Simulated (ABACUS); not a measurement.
Geometry relaxation, with input and output: Tm (part 2 of 2)

Tm (P6₃/mmc, 2 atoms in the cell); Kohn-Sham DFT of a periodic cell, PBE, PseudoDojo NC SR 0.4.1 PBE standard, lanthanides 3+ (f in core), no spin polarisation (ABACUS 3.10.1); cutoff 680.28 eV, 6×6×4 k-mesh, fermi-dirac of 0.05 eV. The structure derives from an entry of the Crystallography Open Database. It belongs to a series of runs on one base structure; here: strain_along_c = -0.06.

Geometry of the input (Å; fractional positions):
```
3.5375  0.0000  0.0000
-1.7688  3.0636  0.0000
0.0000  0.0000  5.2213
Tm 0.6667  0.3333  0.7500
Tm 0.3333  0.6667  0.2500
```

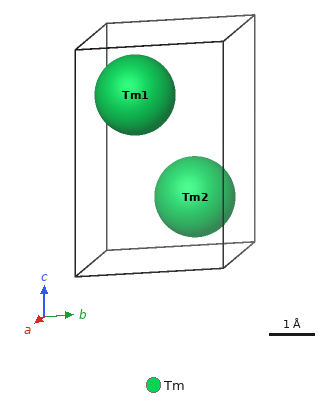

*The input geometry (spheres-only view of the cell of the calculation, seen slightly off an axis; atoms are numbered from 1 in the order of the input).*

Log, continued:
```
 SETUP NONLOCAL PSEUDOPOTENTIALS IN PLANE WAVE BASIS
 Tm non-local projectors:
 projector 1 L=0
 projector 2 L=0
 projector 3 L=1
 projector 4 L=1
 projector 5 L=2
 projector 6 L=2
 projector 7 L=3
      TOTAL NUMBER OF NONLOCAL PROJECTORS = 50

 Init Non-Local PseudoPotential table :
 Init Non-Local-Pseudopotential done.

                                     npwx = 2301

 Make real space PAO into reciprocal space.
       max mesh points in Pseudopotential = 1001
     dq(describe PAO in reciprocal space) = 0.01
                                    max q = 853

 number of pseudo atomic orbitals for Tm is 4
WARNING: norm of atomic wavefunction # 3 of atomic type Tm is 0.999076, renormalized
WARNING: norm of atomic wavefunction # 4 of atomic type Tm is 0.999486, renormalized

 -------------------------------------------
 SELF-CONSISTENT
 -------------------------------------------
                                 init_chg = atomic

 PW ALGORITHM --------------- ION=   1  ELEC=   1--------------------------------
 Notice: Threshold on eigenvalues was too large.
 hsover_error=0.22 > DRHO=0.0118112
 Origin diag ethr = 0.01
 New diag ethr = 5.36871e-05

 Density error is 0.0117075629781
                          Error Threshold = 5.36870604258e-05
----------------------------------------------------------
     Energy           Rydberg                 eV
----------------------------------------------------------
 E_KohnSham     -183.4360768725      -2495.7758642315
 E_Harris       -184.1235721362      -2505.1297171668
 E_Fermi        0.8085314499         11.0006347303
----------------------------------------------------------

 PW ALGORITHM --------------- ION=   1  ELEC=   2--------------------------------

 Density error is 0.000867527378844
                          Error Threshold = 5.32161953551e-05
----------------------------------------------------------
     Energy           Rydberg                 eV
----------------------------------------------------------
 E_KohnSham     -183.4371371077      -2495.7902894726
 E_Harris       -183.5480134412      -2497.2988393814
 E_Fermi        0.8032223439         10.9284006378
----------------------------------------------------------

 PW ALGORITHM --------------- ION=   1  ELEC=   3--------------------------------

 Density error is 3.3805625937e-05
                          Error Threshold = 3.94330626747e-06
----------------------------------------------------------
     Energy           Rydberg                 eV
----------------------------------------------------------
 E_KohnSham     -183.4371935522      -2495.7910574391
 E_Harris       -183.4410061417      -2495.8429303807
 E_Fermi        0.8022101289         10.9146287463
----------------------------------------------------------

 PW ALGORITHM --------------- ION=   1  ELEC=   4--------------------------------

 Density error is 2.99091848272e-07
                          Error Threshold = 1.53661936077e-07
----------------------------------------------------------
     Energy           Rydberg                 eV
----------------------------------------------------------
 E_KohnSham     -183.4371981836      -2495.7911204517
 E_Harris       -183.4346760077      -2495.7568044882
 E_Fermi        0.8021428703         10.9137136455
----------------------------------------------------------

 PW ALGORITHM --------------- ION=   1  ELEC=   5--------------------------------

 Density error is 4.74475880107e-08
                          Error Threshold = 1.35950840124e-09
----------------------------------------------------------
     Energy           Rydberg                 eV
----------------------------------------------------------
 E_KohnSham     -183.4371982763      -2495.7911217136
 E_Harris       -183.4364341166      -2495.7807247878
 E_Fermi        0.8021662379         10.9140315791
----------------------------------------------------------

 PW ALGORITHM --------------- ION=   1  ELEC=   6--------------------------------

 Density error is 5.4636996859e-09
                          Error Threshold = 2.15670854594e-10
----------------------------------------------------------
     Energy           Rydberg                 eV
----------------------------------------------------------
 E_KohnSham     -183.4371982792      -2495.7911217532
 E_KS(sigma->0) -183.4363952345      -2495.7801957692
 E_Harris       -183.4374451931      -2495.7944811888
 E_band         -20.6698431423       -281.2276435018
 E_one_elec     -41.5183691086       -564.8863915443
 E_Hartree      25.9281418426        352.7704676110
 E_xc           -46.6244253254       -634.3578504007
 E_Ewald        -121.2209395983      -1649.2954954512
 E_entropy(-TS) -0.0016060894        -0.0218519679
 E_descf        0.0000000000         0.0000000000
 E_exx          0.0000000000         0.0000000000
 E_Fermi        0.8021827728         10.9142565469
----------------------------------------------------------

 charge density convergence is achieved
 final etot is -2495.7911218 eV
 EFERMI = 10.914256547 eV

 STATE ENERGY(eV) AND OCCUPATIONS    NSPIN == 1
 1/6 kpoint (Cartesian) = 0.0000 0.0000 0.0000 (2273 pws)
       1       -41.4784      0.0138889
       2       -41.4033      0.0138889
       3       -14.7468      0.0138889
       4       -14.1590      0.0138889
       5       -14.1590      0.0138889
       6       -14.0076      0.0138889
       7       -14.0076      0.0138889
       8       -13.9116      0.0138889
       9        5.12810      0.0138889
      10        8.62640      0.0138889
      11        12.4710    4.17590e-16
      12        12.8778    1.22334e-19
      13        12.8778    1.22334e-19
      14        13.7999    1.19754e-27
      15        13.7999    1.19754e-27

 2/6 kpoint (Cartesian) = -0.047114 0.027201 0.0000 (2301 pws)
       1       -41.4687      0.0833333
       2       -41.4025      0.0833333
       3       -14.6865      0.0833333
       4       -14.2545      0.0833333
       5       -14.1959      0.0833333
       6       -14.1098      0.0833333
       7       -14.0162      0.0833333
       8       -13.9500      0.0833333
       9        5.78444      0.0833333
      10        9.20071      0.0833333
      11        11.7028    1.17823e-08
      12        11.7984    1.74423e-09
      13        13.1580    2.70370e-21
      14        13.4064    1.88087e-23
      15        13.4656    5.75154e-24

 3/6 kpoint (Cartesian) = -0.094229 0.054403 0.0000 (2287 pws)
       1       -41.4467      0.0833333
       2       -41.4034      0.0833333
       3       -14.5359      0.0833333
       4       -14.4477      0.0833333
       5       -14.2984      0.0833333
       6       -14.2636      0.0833333
       7       -14.0559      0.0833333
       8       -14.0387      0.0833333
       9        7.39934      0.0833333
      10        9.79494      0.0833333
      11        10.5206      0.0833016
      12        10.8927      0.0504951
      13        12.6584    5.90721e-17
      14        12.9315    2.50930e-19
      15        13.0599    1.92267e-20

 4/6 kpoint (Cartesian) = 0.14134 0.24481 0.0000 (2282 pws)
       1       -41.4321      0.0416667
       2       -41.4073      0.0416667
       3       -14.5451      0.0416667
       4       -14.4206      0.0416667
       5       -14.3860      0.0416667
       6       -14.2955      0.0416667
       7       -14.1489      0.0416667
       8       -14.0515      0.0416667
       9        8.64222      0.0416667
      10        9.40961      0.0416667
      11        10.0477      0.0416667
      12        10.6069      0.0415777
      13        12.3677    9.88942e-15
      14        12.9226    1.49677e-19
      15        13.6964    2.84720e-26

 5/6 kpoint (Cartesian) = -0.047114 0.081604 0.0000 (2279 pws)
       1       -41.4527      0.0833333
       2       -41.4026      0.0833333
       3       -14.5793      0.0833333
       4       -14.3479      0.0833333
       5       -14.3392      0.0833333
       6       -14.1841      0.0833333
       7       -14.0619      0.0833333
       8       -14.0235      0.0833333
       9        6.95122      0.0833333
      10        10.0022      0.0833333
      11        10.8324      0.0697620
      12        10.8749      0.0572822
      13        12.5889    2.37010e-16
      14        12.6735    4.36519e-17
      15        13.3112    1.26213e-22

 6/6 kpoint (Cartesian) = 0.14134 0.19041 0.0000 (2257 pws)
       1       -41.4322       0.166667
       2       -41.4073       0.166667
       3       -14.4991       0.166667
       4       -14.4222       0.166667
       5       -14.3779       0.166667
       6       -14.2976       0.166667
       7       -14.1467       0.166667
       8       -14.1083       0.166667
       9        8.64327       0.166667
      10        9.96810       0.166667
      11        10.1318       0.166667
      12        10.4841       0.166636
      13        12.2695    2.81961e-13
      14        12.8362    3.37103e-18
      15        13.4018    4.12471e-23

------------------------------------------------------------------------------------------
 TOTAL-FORCE (eV/Angstrom)
------------------------------------------------------------------------------------------
                       Tm1         0.0000000000         0.0000000000         0.0000000000
                       Tm2         0.0000000000         0.0000000000         0.0000000000
------------------------------------------------------------------------------------------

----------------------------------------------------------------
 TOTAL-STRESS (KBAR)
----------------------------------------------------------------
        12.6795467908        -0.0000000000         0.0000000000
        -0.0000000000        12.6795467907         0.0000000000
        -0.0000000000         0.0000000000        52.9549710459
----------------------------------------------------------------
 TOTAL-PRESSURE: 26.104688 KBAR

 --------------------------------------------
 !FINAL_ETOT_IS -2495.7911217531582224 eV
 --------------------------------------------
```

File opt.log:
```
       Step          Energy          fmax
LBFGS:    0    -2495.791122        0.000000
```

Standard output:
```
ABACUS v3.10.1

               Atomic-orbital Based Ab-initio Computation at UStc

 UNIFORM GRID DIM        : 32 * 32 * 45
 UNIFORM GRID DIM(BIG)   : 32 * 32 * 45
 ---------------------------------------------------------
 Self-consistent calculations for electrons
 ---------------------------------------------------------
 SPIN    KPOINTS         PROCESSORS  THREADS
 1       21              4           4
 ---------------------------------------------------------
 Use plane wave basis
 ---------------------------------------------------------
 ELEMENT NATOM       XC
 Tm      2
 ---------------------------------------------------------
 Initial plane wave basis and FFT box
 ---------------------------------------------------------
 -------------------------------------------
 SELF-CONSISTENT :
 -------------------------------------------
 START CHARGE      : atomic
 ITER       ETOT/eV          EDIFF/eV         DRHO     TIME/s
 DA1     -2.49577586e+03   0.00000000e+00   1.1708e-02   0.39
 DA2     -2.49579029e+03  -1.44252412e-02   8.6753e-04   0.16
 DA3     -2.49579106e+03  -7.67966485e-04   3.3806e-05   0.14
 DA4     -2.49579112e+03  -6.30126285e-05   2.9909e-07   0.17
 DA5     -2.49579112e+03  -1.26186294e-06   4.7448e-08   0.20
 DA6     -2.49579112e+03  -3.95598965e-08   5.4637e-09   0.16
----------------------------------------------------------------
 TOTAL-STRESS (KBAR)
----------------------------------------------------------------
        12.6795467908        -0.0000000000         0.0000000000
        -0.0000000000        12.6795467907         0.0000000000
        -0.0000000000         0.0000000000        52.9549710459
----------------------------------------------------------------
 TOTAL-PRESSURE: 26.104688 KBAR
```

Summary:

| quantity | value |
| --- | --- |
| outcome | converged |
| space group (tolerance 0.01 Å) | P6₃/mmc (194) |
| electrons treated | 22 |
| free energy | −2495.7911 eV |
| Fermi energy | 10.914 eV |
| gap on the k-point mesh | none (metallic) |
| pressure | 2.61 GPa |
| final volume | 56.59 Å³ |
| largest force (length of the vector) | under 0.001 eV/Å |
| wall time | 2.2 s (CPU time 7.6 s) |
| peak memory | 0.36 GiB |

Points of doubt noted for this run: f electrons in core. The f shell of Tm is treated without spin polarisation, U or localised f states, so volume, moduli and energies can differ much from those of the real material.
